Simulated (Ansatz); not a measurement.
## Run report: C, geometry relaxation

- system: C (P6₃/mmc, 4 atoms in the cell)
- method: DFT r2SCAN, scalar-relativistic, plane waves, PAW, no spin polarisation (Ansatz 0.2.0)

It belongs to a series of runs on one base structure; here: volume 9.356 Å³/atom.

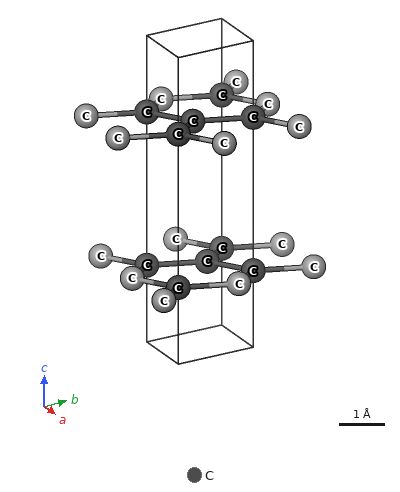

**Figure 1.** The input geometry (ball-and-stick view of the cell of the calculation, seen slightly off an axis; neighbours outside the cell are drawn fainter). Near neighbours in the crystal (not all of them lie inside the picture): C has 3 C at 1.43 Å.

**Key numbers**

```csv
quantity,value
outcome,converged
space group (tolerance 0.01 Å),P6₃/mmc (194)
electrons treated,16
free energy,−1006.6814 eV
Fermi energy,6.391 eV
gap on the k-point mesh,1.59 eV
pressure,−0.19 GPa
final volume,37.42 Å³
largest force (length of the vector) at the end,under 0.001 eV/Å
final cell,"a = 2.456 Å, b = 2.456 Å, c = 7.163 Å, α = 90.00°, β = 90.00°, γ = 120.00°"
hardware,"8 threads of an x86-64 CPU, shared host"
wall time,1.3 s (CPU time 7.2 s)
peak memory,0.48 GiB
```

**Input**
```yaml
crystal:
  lattice:
    - [2.4701026586, 0.0, 0.0]
    - [-1.2350513293, 2.1391716523, 0.0]
    - [0.0, 0.0, 7.0826262972]
  atoms:
    - { symbol: C, position: [0.0, 0.0, 0.25] }
    - { symbol: C, position: [0.0, 0.0, 0.75] }
    - { symbol: C, position: [0.3333333333, 0.6666666667, 0.25] }
    - { symbol: C, position: [0.6666666667, 0.3333333333, 0.75] }
basis:
  ecutwfc: 500
  ecutrho_ratio: 4
kpoints:
  mp_grid: { grid: [10, 10, 4] }
hamiltonian:
  xc: r2scan
scf:
  occupations: { method: gaussian, width: 0.05 }
output:
  forces: true
  stress: true
  eigenvalues: true
relax:
  f_tol: 0.01
  max_steps: 40
  cell: { stress_tol: 0.1, fix: [volume] }
```

**What the program printed**
```
Engine: ansatz 0.2.0, x86_64-unknown-linux-gnu
Pseudopotentials: kind: paw
Pseudopotential: C, paw, valence charge 4, recommended cutoff 500 eV (meta_gga), C.paw.azcp
Functional definition: r2SCAN
  parameter k0 = 0.174
  parameter k1 = 0.065
  parameter a1 = 4.9479
  exchange = r2scan_x(k0 = k0, k1 = k1, a1 = a1)
  correlation = r2scan_c
Crystal: 4 atoms, lattice volume = 37.424 Å³
Basis set: ecut = 500 eV, 955 PW (Γ), exchange–correlation on 80×80×216 points (64 copies of the dense FFT grid, shifted against one another)
Bands: 12, of which v1, the nominal top of the filled ones, is band 8 counted from 1 (7 counted from 0)
Symmetry: 24 space group operations
Space group: P63/mmc (ITA 194), of the structure as read, at distance tolerance 3.3e-5 Å
k-points: 42 of 400
Non-local potential: C, projectors of the file, l = 0: 2, l = 1: 2, l = 2: 1
PAW form: soft (Blöchl's): semilocal exchange-correlation on the pseudo side does not see the compensation charge
PAW frozen core: C, regenerated for the run's functional (the file was generated under x = pbe(κ = 0.804, μ = 0.2195149727645171), c = pbe(β = 0.06672455060314922))
PAW one-centre angular grid: C, 302 points (default); XC on 239 of its mesh's 2573 points in the sphere
Initial density: superposition of atomic densities (neutral atoms: chi_scale 0, normalization atom), corrected by the library's trained network
Initial wavefunctions: pseudopotential atomic-orbital guess
Functional: x = r2scan, c = r2scan; τ floored in thin density (d = 2e-4 eV/Å³)
SCF iter   1: F=—  HF=-1006.597336 eV  |F-HF|=—  |Δ(HF+E_count)|=         —  Δρ=7.54e-3  dr2=5.95e-3  dr2_τ=7.87e-1  ethr=1.77e-3  ⟨swp⟩=6.2  Hψ=2903  notcnv=0
preconditioner: auto → none  [insulator: Δε(μ)=1.513 eV  Ē_g=16.463 eV  σ=0.050 eV  W_gap=1.00  n_scr=4 (ndim 8)  ℏωp=24.3 eV  f_vac=0.041  D(μ)=0.00/eV (n_scr^D=0)  ε∞_Penn≈3.2]
SCF iter   2: F=—  HF=-1006.671955 eV  |F-HF|=—  |Δ(HF+E_count)|=   7.46e-2  Δρ=4.74e-3  dr2=2.44e-3  dr2_τ=1.21e-4  ethr=3.72e-5  ⟨swp⟩=2.0  Hψ=1344  notcnv=0
SCF iter   3: F=—  HF=-1006.672256 eV  |F-HF|=—  |Δ(HF+E_count)|=   3.01e-4  Δρ=2.05e-3  dr2=7.80e-4  dr2_τ=9.10e-5  ethr=1.53e-5  ⟨swp⟩=2.1  Hψ=863  notcnv=0
SCF iter   4: F=—  HF=-1006.672131 eV  |F-HF|=—  |Δ(HF+E_count)|=   1.26e-4  Δρ=8.56e-4  dr2=1.22e-4  dr2_τ=4.76e-6  ethr=4.87e-6  ⟨swp⟩=2.0  Hψ=807  notcnv=0
SCF iter   5: F=—  HF=-1006.672111 eV  |F-HF|=—  |Δ(HF+E_count)|=   1.93e-5  Δρ=1.42e-4  dr2=5.16e-6  dr2_τ=5.89e-7  ethr=7.64e-7  ⟨swp⟩=2.7  Hψ=849  notcnv=0
SCF iter   6: F=—  HF=-1006.672113 eV  |F-HF|=—  |Δ(HF+E_count)|=   1.34e-6  Δρ=2.26e-5  dr2=7.68e-8  dr2_τ=6.54e-9  ethr=6.25e-10  ⟨swp⟩=4.6  Hψ=2904  notcnv=0
SCF iter   7: F=-1006.672113 eV  HF=-1006.672113 eV  |F-HF|=4.36e-10  |Δ(HF+E_count)|=   3.21e-8  Δρ=2.73e-6  dr2=1.17e-9  dr2_τ=1.60e-10  ethr=4.80e-10  ⟨swp⟩=2.8  Hψ=1975  notcnv=0
SCF 1 converged in 7 iterations: F = -1006.672113 eV  dr2 = 1.17e-9
  greatest PAW one-centre occupation: 0.683 electrons in one spin orbital (limit 2), on the C atom at site 1 (counted from 0), in its partial waves of l = 0
relax step   1: F+E_penalty+E_count = -1006.67211280 eV  Δ(F+E_penalty+E_count) = +0.000e0 eV  max|allowed force component| = 2.961e-16 eV/Å  Δτ_max = 0.0000 Å  P = -4.613 GPa  Ω = 37.424 Å³  fix = [volume]  reactions: volume -4.613 GPa  (7 SCF iters, dr2 threshold 1.00e-7 eV, accepted)
Basis set: ecut = 500 eV, 957 PW (Γ), exchange–correlation on 80×80×216 points (64 copies of the dense FFT grid, shifted against one another)
Initial density: handed on by an earlier stage of this run
Initial wavefunctions: those handed on with the density
iter 1 solved again at ethr=5.86e-6 eV; its pass at ethr=3.10e-3 eV (dr2=9.38e-4 eV) is discarded
SCF iter   1: F=—  HF=-1006.679641 eV  |F-HF|=—  |Δ(HF+E_count)|=         —  Δρ=1.88e-3  dr2=8.95e-4  dr2_τ=8.26e-4  ethr=5.86e-6  ⟨swp⟩=2.2  Hψ=4167  notcnv=0
preconditioner: auto → none  [insulator: Δε(μ)=1.569 eV  Ē_g=16.561 eV  σ=0.050 eV  W_gap=1.00  n_scr=4 (ndim 8)  ℏωp=24.3 eV  f_vac=0.050  D(μ)=0.00/eV (n_scr^D=0)  ε∞_Penn≈3.1]
SCF iter   2: F=—  HF=-1006.680481 eV  |F-HF|=—  |Δ(HF+E_count)|=   8.40e-4  Δρ=7.77e-4  dr2=1.02e-4  dr2_τ=5.56e-6  ethr=5.59e-6  ⟨swp⟩=2.1  Hψ=898  notcnv=0
SCF iter   3: F=—  HF=-1006.680503 eV  |F-HF|=—  |Δ(HF+E_count)|=   2.20e-5  Δρ=1.46e-4  dr2=2.72e-6  dr2_τ=3.40e-7  ethr=6.36e-7  ⟨swp⟩=2.7  Hψ=758  notcnv=0
SCF iter   4: F=—  HF=-1006.680505 eV  |F-HF|=—  |Δ(HF+E_count)|=   2.57e-6  Δρ=4.12e-5  dr2=5.13e-7  dr2_τ=9.40e-8  ethr=2.50e-9  ⟨swp⟩=6.5  Hψ=2720  notcnv=0
SCF iter   5: F=-1006.680505 eV  HF=-1006.680505 eV  |F-HF|=6.85e-9  |Δ(HF+E_count)|=   1.02e-7  Δρ=6.42e-6  dr2=5.59e-9  dr2_τ=1.07e-9  ethr=2.50e-9  ⟨swp⟩=4.4  Hψ=1782  notcnv=0
SCF 2 converged in 5 iterations: F = -1006.680505 eV  dr2 = 5.59e-9
  greatest PAW one-centre occupation: 0.686 electrons in one spin orbital (limit 2), on the C atom at site 1 (counted from 0), in its partial waves of l = 0
relax step   2: F+E_penalty+E_count = -1006.68050515 eV  Δ(F+E_penalty+E_count) = -8.392e-3 eV  max|allowed force component| = 2.776e-16 eV/Å  Δτ_max = 0.0000 Å  P = -1.614 GPa  Ω = 37.424 Å³  energy of the carried Pulay correction = +5.455e-5 eV  fix = [volume]  reactions: volume -1.614 GPa  (5 SCF iters, dr2 threshold 4.00e-7 eV, accepted)
iter 1 solved again at ethr=8.86e-7 eV; its pass at ethr=3.10e-3 eV (dr2=1.42e-4 eV) is discarded
SCF iter   1: F=—  HF=-1006.681278 eV  |F-HF|=—  |Δ(HF+E_count)|=         —  Δρ=8.78e-4  dr2=1.93e-4  dr2_τ=1.81e-4  ethr=8.86e-7  ⟨swp⟩=2.5  Hψ=4136  notcnv=0
preconditioner: auto → none  [insulator: Δε(μ)=1.592 eV  Ē_g=16.595 eV  σ=0.050 eV  W_gap=1.00  n_scr=4 (ndim 8)  ℏωp=24.3 eV  f_vac=0.056  D(μ)=0.00/eV (n_scr^D=0)  ε∞_Penn≈3.1]
SCF iter   2: F=—  HF=-1006.681465 eV  |F-HF|=—  |Δ(HF+E_count)|=   1.87e-4  Δρ=3.66e-4  dr2=2.24e-5  dr2_τ=1.20e-6  ethr=8.86e-7  ⟨swp⟩=2.2  Hψ=844  notcnv=0
SCF iter   3: F=—  HF=-1006.681470 eV  |F-HF|=—  |Δ(HF+E_count)|=   4.54e-6  Δρ=6.83e-5  dr2=6.07e-7  dr2_τ=7.93e-8  ethr=1.40e-7  ⟨swp⟩=2.8  Hψ=782  notcnv=0
SCF iter   4: F=-1006.681470 eV  HF=-1006.681471 eV  |F-HF|=9.35e-8  |Δ(HF+E_count)|=   5.68e-7  Δρ=2.24e-5  dr2=1.53e-7  dr2_τ=2.86e-8  ethr=2.50e-9  ⟨swp⟩=6.0  Hψ=2584  notcnv=0
SCF 3 converged in 4 iterations: F = -1006.681470 eV  dr2 = 1.53e-7
  greatest PAW one-centre occupation: 0.687 electrons in one spin orbital (limit 2), on the C atom at site 1 (counted from 0), in its partial waves of l = 0
relax step   3: F+E_penalty+E_count = -1006.68147048 eV  Δ(F+E_penalty+E_count) = -9.653e-4 eV  max|allowed force component| = 3.146e-16 eV/Å  Δτ_max = 0.0000 Å  P = -0.198 GPa  Ω = 37.424 Å³  energy of the carried Pulay correction = +8.008e-5 eV  fix = [volume]  reactions: volume -0.198 GPa  (4 SCF iters, dr2 threshold 4.00e-7 eV, accepted)
Basis set: ecut = 500 eV, 957 PW (Γ), exchange–correlation on 72×72×216 points (64 copies of the dense FFT grid, shifted against one another)
Initial wavefunctions: pseudopotential atomic-orbital guess (no wavefunctions were taken with the density)
iter 1 solved again at ethr=1.74e-7 eV; its pass at ethr=3.10e-3 eV (dr2=2.78e-5 eV) is discarded
SCF iter   1: F=—  HF=-1006.681407 eV  |F-HF|=—  |Δ(HF+E_count)|=         —  Δρ=2.90e-5  dr2=1.63e-7  dr2_τ=6.27e-8  ethr=1.74e-7  ⟨swp⟩=4.2  Hψ=4487  notcnv=0
preconditioner: auto → none  [insulator: Δε(μ)=1.592 eV  Ē_g=16.593 eV  σ=0.050 eV  W_gap=1.00  n_scr=4 (ndim 8)  ℏωp=24.3 eV  f_vac=0.053  D(μ)=0.00/eV (n_scr^D=0)  ε∞_Penn≈3.1]
SCF iter   2: F=—  HF=-1006.681408 eV  |F-HF|=—  |Δ(HF+E_count)|=   8.81e-7  Δρ=1.15e-5  dr2=1.40e-8  dr2_τ=1.16e-8  ethr=1.02e-9  ⟨swp⟩=2.0  Hψ=822  notcnv=0
SCF iter   3: F=—  HF=-1006.681408 eV  |F-HF|=—  |Δ(HF+E_count)|=   1.14e-8  Δρ=6.55e-6  dr2=1.59e-9  dr2_τ=8.61e-10  ethr=8.74e-11  ⟨swp⟩=2.3  Hψ=847  notcnv=0
SCF iter   4: F=-1006.681408 eV  HF=-1006.681408 eV  |F-HF|=2.39e-11  |Δ(HF+E_count)|=   9.98e-9  Δρ=3.46e-7  dr2=8.27e-12  dr2_τ=2.98e-12  ethr=1.00e-12  ⟨swp⟩=3.5  Hψ=2334  notcnv=0
SCF 4 converged in 4 iterations: F = -1006.681408 eV  dr2 = 8.27e-12
relax step   4: F+E_penalty+E_count = -1006.68140837 eV  Δ(F+E_penalty+E_count) = +6.210e-5 eV  max|allowed force component| = 2.220e-16 eV/Å  Δτ_max = 0.0000 Å  P = -0.195 GPa  Ω = 37.424 Å³  fix = [volume]  reactions: volume -0.195 GPa  stress off target by 8.47e-4 GPa on what of the cell is left free  SCF on the basis re-selected at this cell (its energy is not comparable with the rows above)  (4 SCF iters)
```

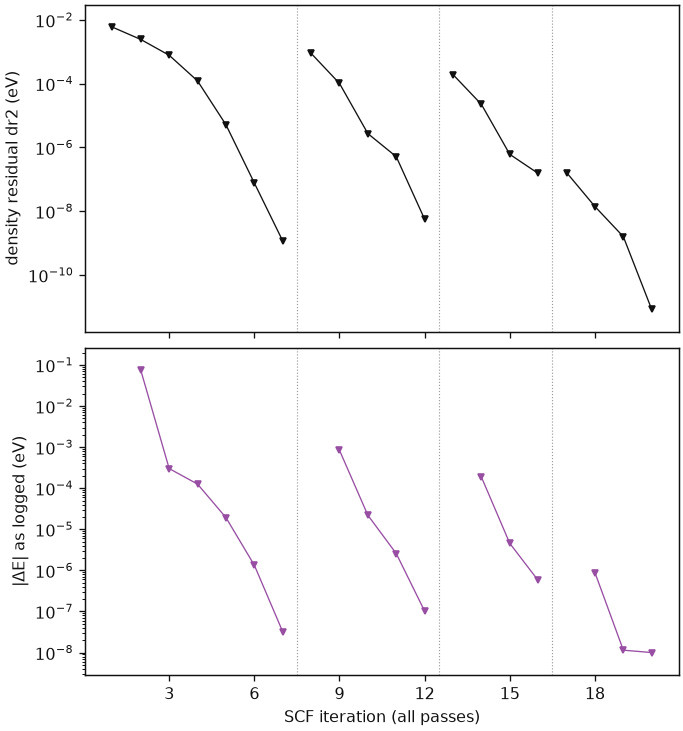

**Figure 2.** Convergence of the self-consistent field: density residual dr2 and size of the energy change against the SCF iteration. The dotted lines part the SCF passes of the relaxation: geometry steps, rejected trials and re-solves on a re-selected basis. The passes take 7, 5, 4 and 4 iterations.

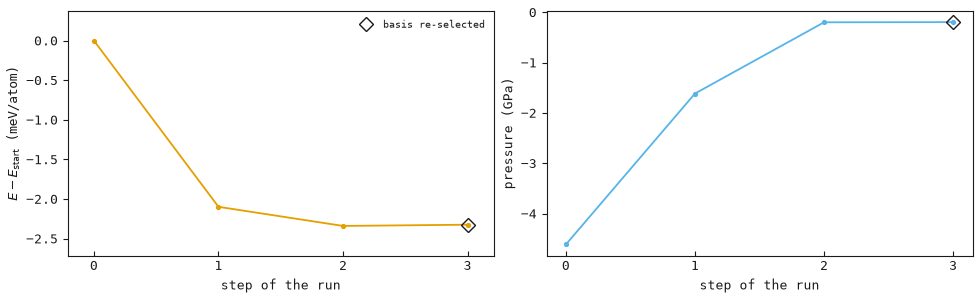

**Figure 3.** Progress of the relaxation, step by step (the first geometry is step 0 here and step 1 in the log).

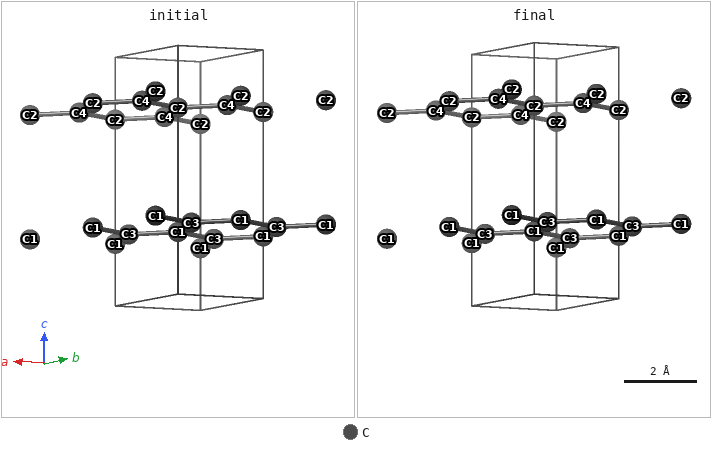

**Figure 4.** Before (left) and after (right) the relaxation, at one scale (ball-and-stick view of the cell of the calculation, repeated 2 × 2 × 1, seen at an oblique angle). Over 2 geometry steps the energy falls by 2.3 meV per atom. All forces vanish by symmetry, so only the cell relaxes. Pressure: −4.61 GPa at the start and −0.19 GPa at the end. The atoms keep their places relative to the cell (all moves are under 0.005 Å). The drawn cell changes at constant volume: a = b 2.470 → 2.456 Å (−0.6 %), c 7.083 → 7.163 Å (+1.1 %). Among the contacts that change: C1–C3 1.426 → 1.418 Å. The space group stays P6_3/mmc (No. 194). A last SCF at the same geometry on a re-selected plane-wave basis shifts the energy by +0.0 meV per atom. (Atoms are counted from 1 in the order of the input.)

```
basis re-selected at this cell: Δ(F+E_penalty+E_count) = +6.210e-5 eV, ΔP = +0.004 GPa vs the last step (what re-selecting the basis moved, of the pressure what is left beyond the Pulay correction that the steps carried, after the strain that the cell walked since its last selection, with what the two solves' SCF thresholds leave and, on support functions, any second-order correction that the steps lacked; it is no measure of the basis error at this ecutwfc). The dense FFT grid was sized anew with the basis: this SCF ran on 18×18×54 points, the steps before it on 20×20×54, so part of this shift can come from that change (see relax.cell in the input reference). This SCF's stress stands 8.47e-4 GPa from its target on what of the cell is left free (relax.cell.stress_tol is 1.00e-1 GPa) and its largest allowed force component is 2.22e-16 eV/Å (relax.f_tol is 1.00e-2 eV/Å): within both
SCF converged after 4 iterations
Free energy (F): -1006.681408 eV
Harris-Foulkes:  -1006.681408 eV  (|F-HF|=2.39e-11)
Internal energy: -1006.681408 eV  (E = F + TS)
E sigma→0 (E₀):  -1006.681408 eV
Fermi energy:    6.391371 eV
--- Per-component energies (eV) ---
  E_band       = -55.256460
  E_kinetic    = 363.381032
  E_local      = -681.917063  (includes V_loc(G=0)·N_el)
  E_nonlocal   = 107.785081
  E_hartree    = 214.709884
  E_xc         = -188.825650
  E_vxc        = -261.586854  (∫ρ·V_xc dr)
  E_paw        = -403.510115  (= ΣΔE_a)
  E_vpaw       = -27.008277  (= ΣTr[D̂ρ^β])
  E_aug_tail   = 0.000021  (compensation charges beyond the density's cutoff)
  E_vtau       = 14.669801  (kinetic-family band-sum trace: ∫τ·v_τ [+ j·A + Jᵃ·Aᵃ] dr)
  E_ewald      = -418.205504
  E_core_change = -0.099095  (= ΣΔE_core)
  E_smearing   = -0.000000  (= −TS)
  E_closure    = 0.000000  (closes the sum)
  Σ components = -1006.681408   (vs F -1006.681408, Δ=0.00e0)
--- Forces (eV/Å), atoms counted from 1 ---
  atom   1  C     -0.00000000    -0.00000000     0.00000000
  atom   2  C      0.00000000    -0.00000000    -0.00000000
  atom   3  C      0.00000000    -0.00000000    -0.00000000
  atom   4  C     -0.00000000     0.00000000     0.00000000
  max |Σ_I F_I| component: 1.85e-16 eV/Å
--- Stress (GPa, compression-positive) ---
       -0.194386      -0.000000      -0.000000
       -0.000000      -0.194386       0.000000
       -0.000000       0.000000      -0.195657
  P = ⅓ Tr σ = -0.1948 GPa (-1.948 kbar)
--- Band table (eV; the first three rows and the last of 42) ---
  k-point 0: bands = ["-14.6175", "-14.4426", "-2.4866", "-1.0555", "3.0733", "3.0733", "3.0827", "3.0827", "10.1955", "15.0647", "15.0647", "15.0950"]
  k-point 1: bands = ["-14.5927", "-14.4691", "-2.3036", "-1.2987", "3.0747", "3.0747", "3.0813", "3.0813", "10.8229", "14.5752", "15.0690", "15.0690"]
  k-point 2: bands = ["-14.5318", "-14.5318", "-1.8302", "-1.8302", "3.0780", "3.0780", "3.0780", "3.0780", "12.4711", "12.4711", "15.0796", "15.0796"]
  k-point 41: bands = ["-8.2084", "-8.2084", "-6.4142", "-6.4142", "-4.4634", "-4.4634", "5.2167", "5.2167", "7.4072", "7.4072", "17.0467", "17.0467"]
--- Relaxed structure (3 steps of the walk, 3 accepted, 1 SCFs on fresh bases) ---
  F+E_penalty+E_count = -1006.68140837 eV   max|allowed force component| = 2.220e-16 eV/Å   (the final SCF, on the basis selected at the relaxed cell)
  cell:  # Å, volume = 37.4244 Å³
    - [2.456168124384311, -7.78268008607973e-37, 0.0]
    - [-1.2280840621921556, 2.1271039916823904, 0.0]
    - [0.0, 0.0, 7.163217730958696]
  atoms:
    - { symbol: C, position: [-4.359990093864433e-33, -4.561599832843378e-33, 0.25000000000000006] }
    - { symbol: C, position: [-3.8474462749654237e-35, 4.081431429386179e-33, 0.7500000000000001] }
    - { symbol: C, position: [0.33333333333333337, 0.6666666666666669, 0.25000000000000006] }
    - { symbol: C, position: [0.6666666666666667, 0.33333333333333337, 0.7500000000000001] }
```
